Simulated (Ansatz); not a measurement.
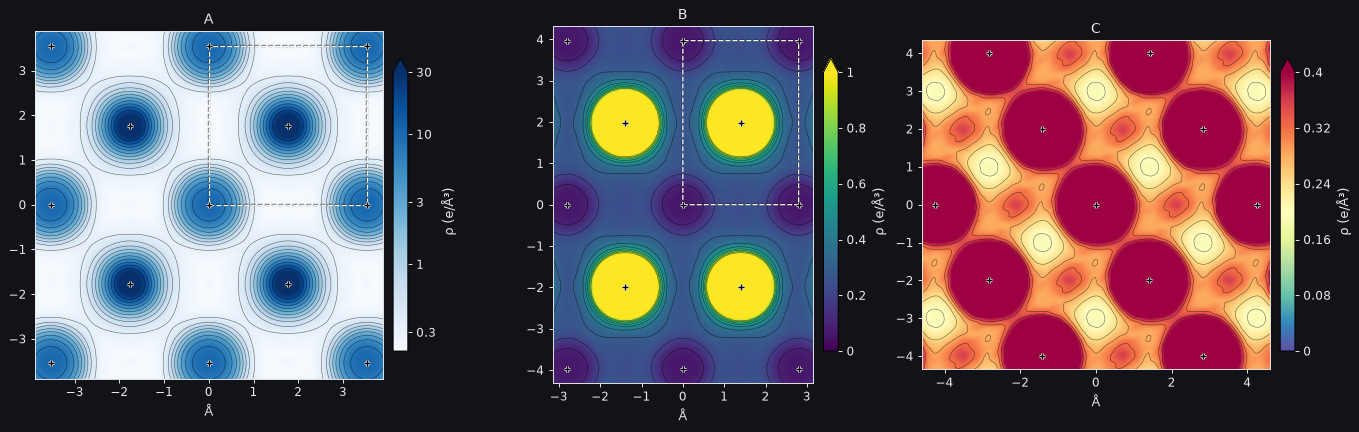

The valence charge density (pseudo) of 3 systems, each on a plane through atoms (crosses mark nuclei in the plane).

All numbers below come from DFT PBEsol, scalar-relativistic, plane waves, PAW in Ansatz.

System 1: Ni, the (010) plane of the calculation cell. Space group Fm-3m; spin-polarised.

System 2: TiCo3, the (001) plane of the conventional cell. Space group Pm-3m; spin-polarised.

System 3: AlNi, the (011̄) plane of the standardised cell. Space group P4/mmm; a structure from a database of computed crystals, not necessarily the ambient phase; changed on purpose from its base cell (volume × 0.94, shape and atoms relaxed); computed pressure about 12 GPa in this cell; computed without spin polarisation.

Match each panel to its system.

Panel A is system 2, TiCo3: the plane holds Ti and Co. Ti–Co (2.50 Å): ρ at the midpoint is about 0.33 e/Å³. Panel B is system 3, AlNi: the plane holds Al and Ni. Al–Ni (2.43 Å): ρ is about 0.33 e/Å³ halfway. Panel C is system 1, Ni: the plane holds Ni. Ni–Ni (2.45 Å): ρ is about 0.35 e/Å³ halfway.
